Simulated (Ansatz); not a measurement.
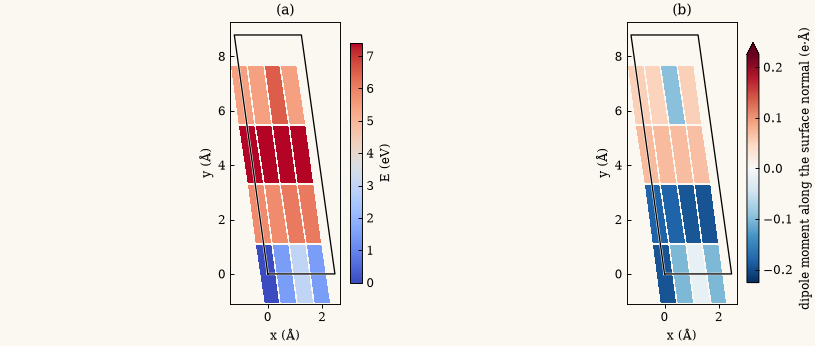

O on a C(101) slab cut from the P6/mmm phase, its upper half relaxed before the scan (12 atoms of substrate and one adsorbate in a 2 × 1 cell). O is moved over the surface cell; relaxed at each place: the height of the adsorbate's atoms; substrate rigid; the origin of the map has the adsorbate above C11. Places are given modulo a cell vector. The map is drawn in real space over the plane of the surface. The scan uses a 4 × 4 grid. Places are given in fractions of the 1 × 1 surface cell. Energies: eV, counted from the lowest grid point. At some places the adsorbate sinks to or below the level of the top layer. These are results of DFT PBE, scalar-relativistic, plane waves, PAW (Ansatz 0.2.0), not measurements. Settings: cutoff 420 eV, k-mesh 6×3×1, gaussian smearing 0.1 eV, no spin polarisation.

Panel (a) is the energy and panel (b) the computed dipole moment along the surface normal on the same grid.

In the figure: one coloured cell a grid point, the outline of one cell of the plane.

### How does the dipole moment along the surface normal vary over the map, and what is it at the lowest grid point?

It runs from −0.20 e·Å at the top site over a surface C atom, (0/4, 0/4) of the cell vectors to 0.07 e·Å at a place at or below the level of the top layer, (1/4, 2/4) of the cell vectors. At the lowest grid point, the top site over a surface C atom, (0/4, 0/4) of the cell vectors, it is −0.20 e·Å.

PAW datasets: the set soft_1.
